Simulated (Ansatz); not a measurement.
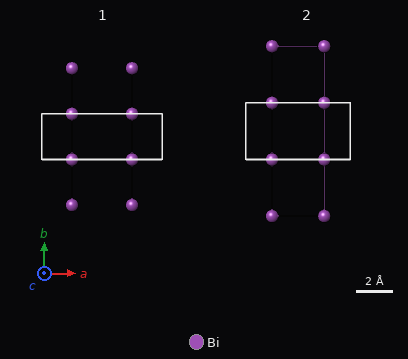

Two geometries of a crystal of Bi (a generated structure, set up in Pmma) (coarse preliminary run), drawn at one scale. One is the start of a relaxation, the other its converged end. The picture is a ball-and-stick view of the cell of the calculation, seen along the c axis.

Computed with Ansatz, DFT PBE, scalar-relativistic, plane waves, PAW. Set-up: plane-wave cutoff 420 eV; k-point mesh 4 × 6 × 4; occupations gaussian; smearing width 0.1 eV; no spin polarisation; cell and atoms relaxed; force threshold 0.04 eV/Å; at most 70 steps.

Which geometry has the lower energy?

Answer. Structure 2 is the relaxed one. After 10 accepted moves (12 points after the start) the energy has fallen by 1684 meV per atom. The largest force component goes from 0.045 to 0.017 eV/Å. The pressure goes from 15.05 to 0.05 GPa. The SCF was repeated twice at an unchanged geometry on a basis and grid sized afresh for the cell, which shifted the energy by 16.4 meV per atom at most. The largest moves relative to the cell, 0.11 Å, are those of Bi atoms. The drawn cell changes as follows: a 6.782 → 5.893 Å (−13.1 %), b 2.575 → 3.195 Å (+24.1 %), c 4.364 → 3.599 Å (−17.5 %); the volume changes by −11.1 %. Near-neighbour distances that change, for instance: Bi–Bi 4.392 → 3.611 Å, Bi–Bi 4.364 → 3.599 Å, Bi–Bi 2.575 → 3.195 Å, Bi–Bi 3.737 → 3.312 Å. The space group stays Pmma (No. 51). The run took 20 s on 1 thread of Intel(R) Xeon(R) 6975P-C (Granite Rapids) (shared host), peak memory 0.38 GiB.

Limits of the set-up: the k-point mesh is coarse for a cell with partly filled bands.
